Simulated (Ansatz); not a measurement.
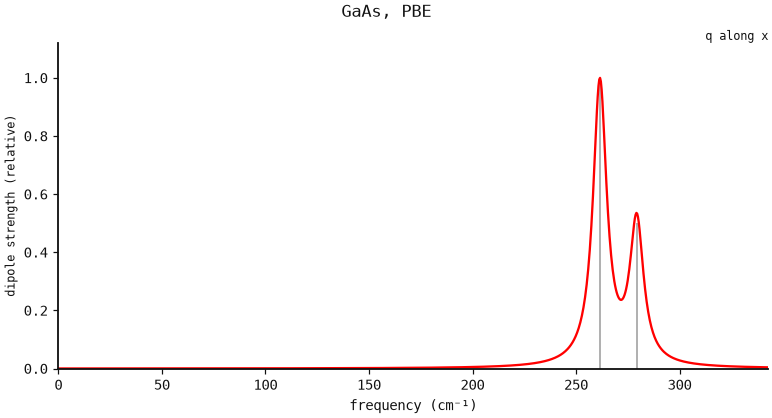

Plotted: polar optical modes, transverse and longitudinal, approaching the zone centre along x for GaAs, space group F-43m (No. 216). Lines are broadened by Lorentzians of 8 cm⁻¹ full width; the spectrum is scaled to its strongest line.

Structure:
```xyz
2
Lattice="0.0000 2.8435 2.8435 2.8435 0.0000 2.8435 2.8435 2.8435 0.0000" Properties=species:S:1:pos:R:3 pbc="T T T"
Ga    0.0000    0.0000    0.0000
As    4.2652    4.2652    4.2652
```

Calculation (Ansatz 0.2.0): optical phonons of an insulator on the approach to the zone centre along x, y and z with the field of polar modes, imaginary frequencies are negative, field response on a mesh refined by the program; plane waves with PAW datasets. Level: PBE, no spin polarisation.

- wave cutoff: 420 eV
- k mesh: 12×12×12
- occupations: fixed
- pressure: 2 GPa

Q: Which of the stronger lines are transverse and which longitudinal?

A: The transverse (TO, twofold) lines lie at 261.5 and the longitudinal (LO) ones at 279.3 cm⁻¹, the same along x, y and z by the cubic symmetry.

Keep in mind: a crossing between the sampled k points may be missed; field response not converged on the k mesh.
